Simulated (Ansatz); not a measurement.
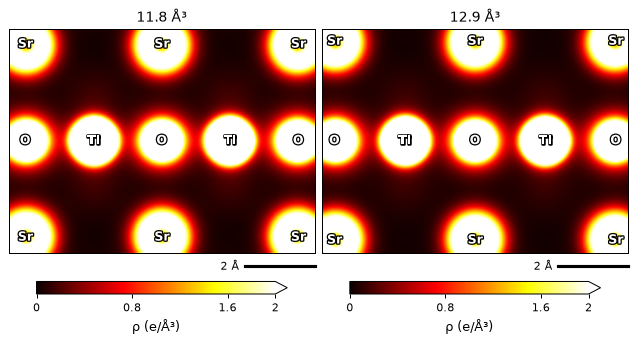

SrTiO₃. The valence charge density (pseudo) of cells scaled evenly to different volumes (given per atom above each panel), on the (11̄0) plane of each (indices in the axes of the cell below), at one length scale and on one colour scale.

A structure generated by program, which may or may not match a known phase; computed without spin polarisation.

The calculation used Ansatz 0.2.0, DFT PBE, scalar-relativistic, plane waves, PAW.

Core electrons are frozen (PAW), and the valence fields are smoothed inside the atomic spheres.

The largest cell:

```xyz
5
Lattice="4.0137 0.0000 0.0000 0.0000 4.0137 0.0000 0.0000 0.0000 4.0137" Properties=species:S:1:pos:R:3 pbc="T T T"
Sr    0.0000    0.0000    0.0000
Ti    2.0068    2.0068    2.0068
O     0.0000    2.0068    2.0068
O     2.0068    0.0000    2.0068
O     2.0068    2.0068    0.0000
```

| volume (Å³/atom) | Ti–O contact in the plane (Å) | ρ at its midpoint (e/Å³) | pressure (GPa) | gap on the mesh (eV) | 
| --- | --- | --- | --- | --- |
| 11.83 | 1.948 | 0.716 | 5.5 | 1.90 | 
| 12.20 | 1.968 | ? | ? | ? | 
| 12.93 | 2.007 | 0.621 | −8.7 | 1.73 | 

Question: What values belong in the row with question marks?

Answer: Over the known rows ln ρ falls by 2.41 per Å of Ti–O distance (the line through the two), which gives 0.682 e/Å³ at 1.968 Å; the calculation gives 0.683 e/Å³. For the pressure, a straight line in volume between the neighbouring rows gives 0.7 GPa; the calculation gives 0.0, lower because pressure rises ever faster on compression. For the gap on the mesh, a straight line in volume between the neighbouring rows gives 1.84 eV; the calculation gives 1.84.
